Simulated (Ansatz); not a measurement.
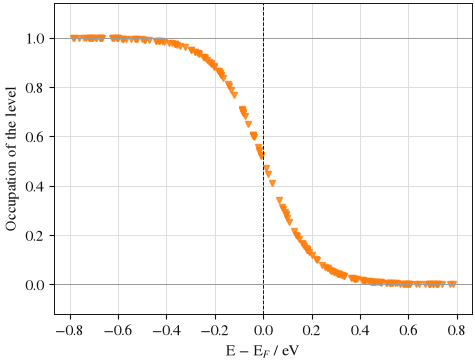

Occupations of the one-electron levels of the k mesh against their energy, from a run on CuO, space group C2/c (No. 15), 4 atoms in the cell, with Ansatz.

Question: Name the smearing function and its width.

Answer: Fermi-Dirac smearing with a width of 0.1 eV. The occupations stay between 0 and 1 and have long exponential tails; the slope at the Fermi level is 1/(4 × width).
